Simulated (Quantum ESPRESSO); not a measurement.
# 1T-HfS2, 1 layer, stepped through biaxial strain, part 2 of 6

Aim: how the results for 1T-HfS2, 1 layer change with biaxial strain.

Quantum ESPRESSO 7.5; plane-wave DFT, PBE, GBRV ultrasoft pseudopotentials.

So far. Step 2 (Variable-cell relaxation of the reference):  The last row is no step: it is a fresh SCF in the final cell with a new plane-wave basis, +0 meV from the row before.

## (3) Relaxing the ions, -4 %

Contents of m0.relax.in:

```
&control
  prefix = 'm0.relax'
  outdir = './out'
  pseudo_dir = './pseudo'
  nstep = 40
  forc_conv_thr = 0.0003
  calculation = 'relax'
  tstress = .true.
/
&system
  ibrav = 0
  nat = 3
  ntyp = 2
  ecutwfc = 50
  ecutrho = 250
  occupations = 'smearing'
  smearing = 'fd'
  degauss = 0.002
/
&electrons
  conv_thr = 1e-09
  mixing_beta = 0.4
  electron_maxstep = 120
  mixing_mode = 'plain'
/
&ions
/
ATOMIC_SPECIES
  S   32.0600  s_pbe_v1.4.uspp.F.UPF
  Hf  178.4900  hf_pbe_v1.uspp.F.UPF
CELL_PARAMETERS angstrom
  3.50763040320000 0.00000000000000 0.00000000000000
  -1.75381520160000 3.03769703616000 0.00000000000000
  0.00000000000000 0.00000000000000 18.21215919100000
ATOMIC_POSITIONS crystal
  S   0.666666666700 0.333333333300 0.420761194600
  Hf  0.000000000000 0.000000000000 0.500000000000
  S   0.333333333300 0.666666666700 0.579238805400
K_POINTS automatic
  12 12 1 0 0 0
```

The run is started by

```bash
$ OMP_NUM_THREADS=1 mpirun -n 4 pw.x -nk 4 -in m0.relax.in > m0.relax.out
```

The program printed:

```text
[banner, memory and clock lines left out]
Program PWSCF v.7.5 starts
[citation notice left out]

[...]
Message from routine setup:
[...]
bravais-lattice index     =            0
     lattice parameter (alat)  =       6.6285  a.u.
     unit-cell volume          =    1309.5326 (a.u.)^3
     number of atoms/cell      =            3
     number of atomic types    =            2
     number of electrons       =        24.00
     number of Kohn-Sham states=           16
     kinetic-energy cutoff     =      50.0000  Ry
     charge density cutoff     =     250.0000  Ry
     scf convergence threshold =      1.0E-09
     mixing beta               =       0.4000
     number of iterations used =            8  plain     mixing
     energy convergence thresh.=      1.0E-04
     force convergence thresh. =      3.0E-04
     Exchange-correlation= SLA  PW   PBE  PBE
                           (   1   4   3   4   0   0   0)
     nstep                     =           40

[...]
PseudoPot. # 1 for S  read from file:
     ./pseudo/s_pbe_v1.4.uspp.F.UPF
     Pseudo is Ultrasoft + core correction, Zval =  6.0
     Generated by new atomic code, or converted to UPF format
     Using radial grid of  907 points,  6 beta functions with:
                l(1) =   0
                l(2) =   0
                l(3) =   1
                l(4) =   1
                l(5) =   2
                l(6) =   2
     Q(r) pseudized with  8 coefficients,  rinner =    1.300   1.300   1.300
                                                       1.300   1.300

     PseudoPot. # 2 for Hf read from file:
     ./pseudo/hf_pbe_v1.uspp.F.UPF
     Pseudo is Ultrasoft + core correction, Zval = 12.0
     Generated by new atomic code, or converted to UPF format
     Using radial grid of  921 points,  8 beta functions with:
                l(1) =   0
                l(2) =   0
                l(3) =   0
                l(4) =   1
                l(5) =   1
                l(6) =   2
                l(7) =   2
                l(8) =   3
     Q(r) pseudized with  6 coefficients,  rinner =    1.200   1.200   1.200
                                                       1.200   1.200   1.200
                                                       1.200

     atomic species   valence    mass     pseudopotential
     S                 6.00    32.06000     S ( 1.00)
     Hf               12.00   178.49000     Hf( 1.00)

     12 Sym. Ops., with inversion, found

[...]
number of k points=    19  Fermi-Dirac smearing, width (Ry)=  0.0020
[...]
Dense  grid:    87485 G-vectors     FFT dimensions: (  36,  36, 180)

     Smooth grid:    62345 G-vectors     FFT dimensions: (  30,  30, 160)

     Check: negative core charge=   -0.000006

     Initial potential from superposition of free atoms

     starting charge      21.9999, renormalised to      24.0000

     negative rho (up, down):  1.191E-01 0.000E+00
     Starting wfcs are   21 randomized atomic wfcs

     per-process dynamical memory:    73.5 Mb

     Self-consistent Calculation

     iteration #  1     ecut=    50.00 Ry     beta= 0.40
     Davidson diagonalization with overlap
     ethr =  1.00E-02,  avg # of iterations =  4.4

     negative rho (up, down):  1.154E-01 0.000E+00

     total energy              =    -207.43345817 Ry
     estimated scf accuracy    <       1.00296509 Ry

     iteration #  2     ecut=    50.00 Ry     beta= 0.40
[...]
negative rho (up, down):  1.149E-01 0.000E+00

[...]
total energy              =    -207.46220860 Ry
     estimated scf accuracy    <       0.18502847 Ry

     iteration #  3     ecut=    50.00 Ry     beta= 0.40
[...]
negative rho (up, down):  1.156E-01 0.000E+00

[...]
total energy              =    -207.49259036 Ry
     estimated scf accuracy    <       0.02387864 Ry

     iteration #  4     ecut=    50.00 Ry     beta= 0.40
[...]
negative rho (up, down):  1.168E-01 0.000E+00

[...]
total energy              =    -207.49749953 Ry
     estimated scf accuracy    <       0.00575143 Ry

     iteration #  5     ecut=    50.00 Ry     beta= 0.40
[...]
negative rho (up, down):  1.169E-01 0.000E+00

[...]
total energy              =    -207.49814508 Ry
     estimated scf accuracy    <       0.00206140 Ry

     iteration #  6     ecut=    50.00 Ry     beta= 0.40
[...]
negative rho (up, down):  1.172E-01 0.000E+00

[...]
total energy              =    -207.49864314 Ry
     estimated scf accuracy    <       0.00087968 Ry

[...]
iteration #  9     ecut=    50.00 Ry     beta= 0.40
[...]
negative rho (up, down):  1.172E-01 0.000E+00

[...]
total energy              =    -207.49880496 Ry
     estimated scf accuracy    <       0.00000043 Ry

     iteration # 10     ecut=    50.00 Ry     beta= 0.40
[...]
negative rho (up, down):  1.172E-01 0.000E+00

[...]
total energy              =    -207.49880513 Ry
     estimated scf accuracy    <       0.00000010 Ry

     iteration # 11     ecut=    50.00 Ry     beta= 0.40
[...]
negative rho (up, down):  1.172E-01 0.000E+00

[...]
total energy              =    -207.49880515 Ry
     estimated scf accuracy    <          4.6E-09 Ry

     iteration # 12     ecut=    50.00 Ry     beta= 0.40
[...]
negative rho (up, down):  1.172E-01 0.000E+00

[...]
End of self-consistent calculation

          k = 0.0000 0.0000 0.0000 (  7883 PWs)   bands (ev):

   -63.2156 -31.9635 -31.8139 -31.8139 -14.8488 -13.2758  -6.0764  -4.3316
    -4.3316  -2.7300  -1.5210  -1.5210   0.5246   0.5246   1.1971   3.5793

          k = 0.0000 0.0962 0.0000 (  7851 PWs)   bands (ev):

   -63.2149 -31.9594 -31.8339 -31.8183 -14.7539 -13.2818  -5.9722  -4.5656
    -4.2845  -2.5088  -2.0961  -1.7554   0.5454   0.8186   1.3581   3.7317

[...]
the Fermi energy is    -1.0261 ev

!    total energy              =    -207.49880515 Ry
     estimated scf accuracy    <          5.5E-11 Ry
     smearing contrib. (-TS)   =      -0.00000000 Ry
     internal energy E=F+TS    =    -207.49880515 Ry

     The total energy is F=E-TS. E is the sum of the following terms:
     one-electron contribution =    -686.27933727 Ry
     hartree contribution      =     343.30229335 Ry
     xc contribution           =     -92.80497971 Ry
     ewald contribution        =     228.28321848 Ry

     convergence has been achieved in  12 iterations

     negative rho (up, down):  1.172E-01 0.000E+00

     Forces acting on atoms (cartesian axes, Ry/au):

     atom    1 type  1   force =    -0.00000000   -0.00000000   -0.03498089
     atom    2 type  2   force =     0.00000000    0.00000000    0.00000000
     atom    3 type  1   force =     0.00000000   -0.00000000    0.03498089

     Total force =     0.049470     Total SCF correction =     0.000004

     Computing stress (Cartesian axis) and pressure

     negative rho (up, down):  1.172E-01 0.000E+00
          total   stress  (Ry/bohr**3)                   (kbar)     P=       31.70
   0.00024882  -0.00000000   0.00000000           36.60       -0.00        0.00
   0.00000000   0.00024882   0.00000000            0.00       36.60        0.00
   0.00000000   0.00000000   0.00014879            0.00        0.00       21.89

     BFGS Geometry Optimization
     Energy error            =      2.4E-03 Ry
     Gradient error          =      3.5E-02 Ry/Bohr

     number of scf cycles    =   1
     number of bfgs steps    =   0

     energy             new  =    -207.4988051539 Ry

     new trust radius        =       0.0349808918 bohr
     new conv_thr            =       0.0000000010 Ry

ATOMIC_POSITIONS (crystal)
S                0.6666666667        0.3333333333        0.4197447808
Hf               0.0000000000        0.0000000000        0.5000000000
S                0.3333333333        0.6666666667        0.5802552192

[...]
NEW-OLD atomic charge density approx. for the potential

     Check: negative core charge=   -0.000006

     negative rho (up, down):  1.172E-01 0.000E+00

     per-process dynamical memory:    80.6 Mb

[...]
!    total energy              =    -207.50089447 Ry
[...]
Total force =     0.035034     Total SCF correction =     0.000090
[...]
number of bfgs steps    =   1
[...]
energy             new  =    -207.5008944727 Ry
[...]
new trust radius        =       0.0384789810 bohr
[...]
!    total energy              =    -207.50237788 Ry
[...]
Total force =     0.019522     Total SCF correction =     0.000005
[...]
number of bfgs steps    =   2
[...]
energy             new  =    -207.5023778842 Ry
[...]
new trust radius        =       0.0484269033 bohr
[...]
!    total energy              =    -207.50305891 Ry
[...]
Total force =     0.000445     Total SCF correction =     0.000001
[...]
number of bfgs steps    =   3
[...]
energy             new  =    -207.5030589148 Ry
[...]
new trust radius        =       0.0011304500 bohr
[...]
Self-consistent Calculation

     iteration #  1     ecut=    50.00 Ry     beta= 0.40
     Davidson diagonalization with overlap
     ethr =  1.00E-06,  avg # of iterations =  2.0

     Threshold (ethr) on eigenvalues was too large:
     Diagonalizing with lowered threshold

     Davidson diagonalization with overlap
     ethr =  5.07E-10,  avg # of iterations =  5.1

     negative rho (up, down):  1.174E-01 0.000E+00

     total energy              =    -207.50305919 Ry
     estimated scf accuracy    <       0.00000027 Ry

[...]
iteration #  7     ecut=    50.00 Ry     beta= 0.40
[...]
negative rho (up, down):  1.174E-01 0.000E+00

[...]
End of self-consistent calculation

          k = 0.0000 0.0000 0.0000 (  7883 PWs)   bands (ev):

   -63.3527 -32.0500 -31.9197 -31.9197 -14.6706 -13.2908  -6.0446  -4.0133
    -4.0133  -2.7918  -1.4495  -1.4495   0.5791   0.5791   0.9600   3.5627

          k = 0.0000 0.0962 0.0000 (  7851 PWs)   bands (ev):

   -63.3519 -32.0463 -31.9385 -31.9239 -14.5805 -13.2888  -5.9391  -4.2882
    -3.9725  -2.5599  -2.0199  -1.6714   0.5616   0.8510   1.1378   3.6460

[...]
the Fermi energy is    -1.0525 ev

!    total energy              =    -207.50305928 Ry
     estimated scf accuracy    <          9.3E-12 Ry
     smearing contrib. (-TS)   =      -0.00000000 Ry
     internal energy E=F+TS    =    -207.50305928 Ry

     The total energy is F=E-TS. E is the sum of the following terms:
     one-electron contribution =    -674.06652044 Ry
     hartree contribution      =     337.16119003 Ry
     xc contribution           =     -92.71909301 Ry
     ewald contribution        =     222.12136414 Ry

     convergence has been achieved in   7 iterations

     negative rho (up, down):  1.174E-01 0.000E+00

     Forces acting on atoms (cartesian axes, Ry/au):

     atom    1 type  1   force =     0.00000000    0.00000000   -0.00000620
     atom    2 type  2   force =     0.00000000    0.00000000    0.00000000
     atom    3 type  1   force =     0.00000000    0.00000000    0.00000620

     Total force =     0.000009     Total SCF correction =     0.000007
     SCF correction compared to forces is large: reduce conv_thr to get better values

     Computing stress (Cartesian axis) and pressure

     negative rho (up, down):  1.174E-01 0.000E+00
          total   stress  (Ry/bohr**3)                   (kbar)     P=       16.53
   0.00016704   0.00000000   0.00000000           24.57        0.00        0.00
   0.00000000   0.00016704   0.00000000            0.00       24.57        0.00
   0.00000000   0.00000000   0.00000305            0.00        0.00        0.45

     Energy error            =      3.7E-07 Ry
     Gradient error          =      6.2E-06 Ry/Bohr

     bfgs converged in   5 scf cycles and   4 bfgs steps
     (criteria: energy <  1.0E-04 Ry, force <  3.0E-04 Ry/Bohr)

     End of BFGS Geometry Optimization

     Final energy             =    -207.5030592823 Ry

     File ./out/m0.relax.bfgs deleted, as requested
Begin final coordinates

ATOMIC_POSITIONS (crystal)
S                0.6666666667        0.3333333333        0.4171867742
Hf               0.0000000000       -0.0000000000        0.5000000000
S                0.3333333333        0.6666666667        0.5828132258
End final coordinates

[...]
```

It took 82 s on 4 MPI ranks of Intel Xeon Platinum 8375C at 2.90GHz (Ice Lake), shared host; peak memory 0.97 GiB.

Step by step:

```
step  energy less that of the first step (eV)  largest force (eV/Å)
   1                                   0.0000                0.8994
   2                                  -0.0284                0.6369
   3                                  -0.0486                0.3549
   4                                  -0.0579                0.0081
   5                                  -0.0579                0.0002
```

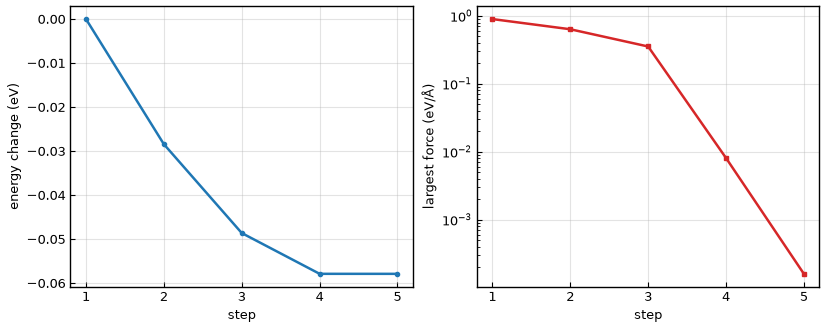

Energy and largest force along the relaxation.

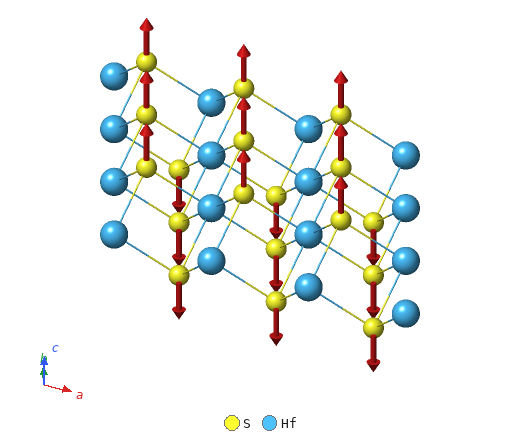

Displacements in the relaxation, exaggerated; the longest in the cell stands for 0.07 Å. 3×3×1 cells are drawn. Some periodic images of atoms are drawn too.

The atoms that moved most (Å):

```
atom     dx     dy      dz  length
  S1  0.000  0.000  -0.065   0.065
  S3  0.000  0.000   0.065   0.065
```

Final coordinates:

```xyz
3
Lattice="3.5076 0.0000 0.0000 -1.7538 3.0377 0.0000 0.0000 0.0000 18.2122" Properties=species:S:1:pos:R:3
S     1.7538    1.0126    7.5979
Hf    0.0000    0.0000    9.1061
S     0.0000    2.0251   10.6143
```

The relaxation lowers the energy by 19 meV an atom.

Numbers from this step:

- free energy: -2823.2229 eV
- Fermi energy: -1.052 eV

## (4) Self-consistent run, -4 %

The self-consistent run of this member.

Contents of m0.scf.in:

```
&control
  prefix = 'm0.scf'
  outdir = './out'
  pseudo_dir = './pseudo'
  calculation = 'scf'
  tprnfor = .true.
/
&system
  ibrav = 0
  nat = 3
  ntyp = 2
  ecutwfc = 40
  ecutrho = 200
  occupations = 'smearing'
  smearing = 'fd'
  degauss = 0.002
  nbnd = 16
/
&electrons
  conv_thr = 1e-09
  mixing_beta = 0.4
  electron_maxstep = 120
  mixing_mode = 'plain'
/
ATOMIC_SPECIES
  S   32.0600  s_pbe_v1.4.uspp.F.UPF
  Hf  178.4900  hf_pbe_v1.uspp.F.UPF
CELL_PARAMETERS angstrom
  3.50763040320000 0.00000000000000 0.00000000000000
  -1.75381520160000 3.03769703616000 0.00000000000000
  0.00000000000000 0.00000000000000 18.21215919100000
ATOMIC_POSITIONS crystal
  S   0.666666666700 0.333333333300 0.417186774200
  Hf  0.000000000000 0.000000000000 0.500000000000
  S   0.333333333300 0.666666666700 0.582813225800
K_POINTS automatic
  12 12 1 0 0 0
```

The run is started by

```bash
$ OMP_NUM_THREADS=1 mpirun -n 4 pw.x -nk 4 -in m0.scf.in > m0.scf.out
```

The program printed:

```text
[banner, memory and clock lines left out]
Program PWSCF v.7.5 starts
[citation notice left out]

[...]
Message from routine setup:
[...]
bravais-lattice index     =            0
     lattice parameter (alat)  =       6.6285  a.u.
     unit-cell volume          =    1309.5326 (a.u.)^3
     number of atoms/cell      =            3
     number of atomic types    =            2
     number of electrons       =        24.00
     number of Kohn-Sham states=           16
     kinetic-energy cutoff     =      40.0000  Ry
     charge density cutoff     =     200.0000  Ry
     scf convergence threshold =      1.0E-09
     mixing beta               =       0.4000
     number of iterations used =            8  plain     mixing
     Exchange-correlation= SLA  PW   PBE  PBE
                           (   1   4   3   4   0   0   0)

[...]
PseudoPot. # 1 for S  read from file:
     ./pseudo/s_pbe_v1.4.uspp.F.UPF
     Pseudo is Ultrasoft + core correction, Zval =  6.0
     Generated by new atomic code, or converted to UPF format
     Using radial grid of  907 points,  6 beta functions with:
                l(1) =   0
                l(2) =   0
                l(3) =   1
                l(4) =   1
                l(5) =   2
                l(6) =   2
     Q(r) pseudized with  8 coefficients,  rinner =    1.300   1.300   1.300
                                                       1.300   1.300

     PseudoPot. # 2 for Hf read from file:
     ./pseudo/hf_pbe_v1.uspp.F.UPF
     Pseudo is Ultrasoft + core correction, Zval = 12.0
     Generated by new atomic code, or converted to UPF format
     Using radial grid of  921 points,  8 beta functions with:
                l(1) =   0
                l(2) =   0
                l(3) =   0
                l(4) =   1
                l(5) =   1
                l(6) =   2
                l(7) =   2
                l(8) =   3
     Q(r) pseudized with  6 coefficients,  rinner =    1.200   1.200   1.200
                                                       1.200   1.200   1.200
                                                       1.200

     atomic species   valence    mass     pseudopotential
     S                 6.00    32.06000     S ( 1.00)
     Hf               12.00   178.49000     Hf( 1.00)

     12 Sym. Ops., with inversion, found

[...]
number of k points=    19  Fermi-Dirac smearing, width (Ry)=  0.0020
[...]
Dense  grid:    62345 G-vectors     FFT dimensions: (  30,  30, 160)

     Smooth grid:    44893 G-vectors     FFT dimensions: (  27,  27, 144)

     Check: negative core charge=   -0.000014

     Initial potential from superposition of free atoms

     starting charge      21.9999, renormalised to      24.0000

     negative rho (up, down):  1.112E-01 0.000E+00
     Starting wfcs are   21 randomized atomic wfcs

     per-process dynamical memory:    55.8 Mb

     Self-consistent Calculation

     iteration #  1     ecut=    40.00 Ry     beta= 0.40
     Davidson diagonalization with overlap
     ethr =  1.00E-02,  avg # of iterations =  4.2

     negative rho (up, down):  1.074E-01 0.000E+00

     total energy              =    -207.44639441 Ry
     estimated scf accuracy    <       0.99846984 Ry

     iteration #  2     ecut=    40.00 Ry     beta= 0.40
[...]
negative rho (up, down):  1.068E-01 0.000E+00

[...]
total energy              =    -207.46358084 Ry
     estimated scf accuracy    <       0.19349847 Ry

     iteration #  3     ecut=    40.00 Ry     beta= 0.40
[...]
negative rho (up, down):  1.074E-01 0.000E+00

[...]
total energy              =    -207.49512484 Ry
     estimated scf accuracy    <       0.03130827 Ry

     iteration #  4     ecut=    40.00 Ry     beta= 0.40
[...]
negative rho (up, down):  1.083E-01 0.000E+00

[...]
total energy              =    -207.50078290 Ry
     estimated scf accuracy    <       0.00656513 Ry

     iteration #  5     ecut=    40.00 Ry     beta= 0.40
[...]
negative rho (up, down):  1.083E-01 0.000E+00

[...]
total energy              =    -207.50149568 Ry
     estimated scf accuracy    <       0.00263288 Ry

     iteration #  6     ecut=    40.00 Ry     beta= 0.40
[...]
negative rho (up, down):  1.086E-01 0.000E+00

[...]
total energy              =    -207.50214377 Ry
     estimated scf accuracy    <       0.00105263 Ry

[...]
iteration #  9     ecut=    40.00 Ry     beta= 0.40
[...]
negative rho (up, down):  1.086E-01 0.000E+00

[...]
total energy              =    -207.50234786 Ry
     estimated scf accuracy    <       0.00000012 Ry

     iteration # 10     ecut=    40.00 Ry     beta= 0.40
[...]
negative rho (up, down):  1.086E-01 0.000E+00

[...]
total energy              =    -207.50234791 Ry
     estimated scf accuracy    <       0.00000006 Ry

     iteration # 11     ecut=    40.00 Ry     beta= 0.40
[...]
negative rho (up, down):  1.086E-01 0.000E+00

[...]
total energy              =    -207.50234792 Ry
     estimated scf accuracy    <          3.8E-09 Ry

     iteration # 12     ecut=    40.00 Ry     beta= 0.40
[...]
negative rho (up, down):  1.086E-01 0.000E+00

[...]
End of self-consistent calculation

          k = 0.0000 0.0000 0.0000 (  5649 PWs)   bands (ev):

   -63.3616 -32.0566 -31.9268 -31.9268 -14.6752 -13.2952  -6.0492  -4.0181
    -4.0181  -2.7980  -1.4542  -1.4542   0.5745   0.5745   0.9515   3.3738

          k = 0.0000 0.0962 0.0000 (  5639 PWs)   bands (ev):

   -63.3609 -32.0529 -31.9455 -31.9309 -14.5851 -13.2932  -5.9437  -4.2930
    -3.9773  -2.5659  -2.0246  -1.6762   0.5568   0.8464   1.1289   3.5207

[...]
the Fermi energy is    -1.0571 ev

!    total energy              =    -207.50234793 Ry
     estimated scf accuracy    <          1.6E-10 Ry
     smearing contrib. (-TS)   =      -0.00000000 Ry
     internal energy E=F+TS    =    -207.50234792 Ry

     The total energy is F=E-TS. E is the sum of the following terms:
     one-electron contribution =    -674.05114896 Ry
     hartree contribution      =     337.14936265 Ry
     xc contribution           =     -92.72192568 Ry
     ewald contribution        =     222.12136406 Ry

     convergence has been achieved in  12 iterations

     negative rho (up, down):  1.086E-01 0.000E+00

     Forces acting on atoms (cartesian axes, Ry/au):

     atom    1 type  1   force =    -0.00000000   -0.00000000   -0.00000624
     atom    2 type  2   force =     0.00000000   -0.00000000    0.00000000
     atom    3 type  1   force =    -0.00000000   -0.00000000    0.00000624

     Total force =     0.000009     Total SCF correction =     0.000000

[...]
```

It took 16 s on 4 MPI ranks; peak memory 0.57 GiB.

This step gave:

| Property | Result |
| --- | --- |
| free energy | -2823.2133 eV |
| Fermi energy | -1.057 eV |
| valence top, on the run's zero | -1.454 eV |
| conduction bottom, on the run's zero | -0.6437 eV |
| gap by band count | 0.8105 eV |

(Continued in part 3 of 6.)

[Logs are printed without paths, hosts, clocks, repeated set-up lines and the standing remarks that a program may print on its own settings, such as how far it seeks lower states.]

[Hosts, paths, dates, database ids (printed as entryN), source tags and the programs' standing remarks are cut or masked in the printed files.]

[Maps of the electrostatic potential energy from Ansatz leave out the sawtooth potential of an applied field or a dipole correction, so their vacuum need not be flat; planar profiles and work functions include it.]
